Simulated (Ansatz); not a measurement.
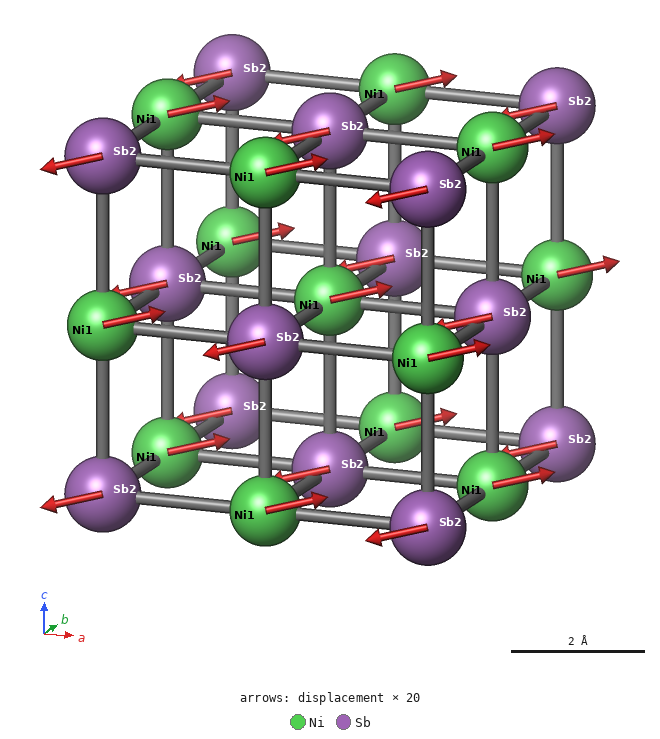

Solid NiSb (built on the rocksalt type). The red arrows show how the atoms are displaced (without the part that the change of the cell carries along), magnified 20 times. Besides, the cell is strained by +2.4 % roughly along [1 0 2], +0.3 % along [3 3 −1], −1.1 % along [2 −2 −1] (volume +1.6 %). Style: ball-and-stick. Shown: the conventional cell (4 times the calculation's cell), slightly off an axis. Lengths and directions refer to the drawn axes.

All numbers below come from Ansatz 0.2.0, DFT PBE, scalar-relativistic, plane waves, PAW. Settings: plane-wave cutoff 420 eV; k-point mesh 12 × 12 × 12; occupations gaussian; smearing width 0.05 eV; collinear spin.

### Describe the displacements and the computed response.

Atoms are displaced by 0.05 Å relative to the cell: Ni1 0.05 Å roughly along [3 1 1], Sb2 0.05 Å roughly along [−3 −1 −1]. No relaxation follows. The energy rises by 11.8 meV per atom. The pressure goes from 0.0 to −1.1 GPa. The principal stresses (compression positive) are 0.3 GPa along [3 −1 0], −0.2 GPa along [1 3 0], −3.4 GPa along c. The largest forces, 0.34 eV/Å, act on Ni1 and Sb2; on Sb2 it points roughly along [2 1 0]. The forces point straight back along the displacements (cosine −1.00). Both are metals. Among the bonded contacts that change: Ni–Sb 2.634 → 2.547 to 2.722 Å. The space group (tolerance 0.01 Å) goes from Fm-3m (No. 225) to P1 (No. 1).
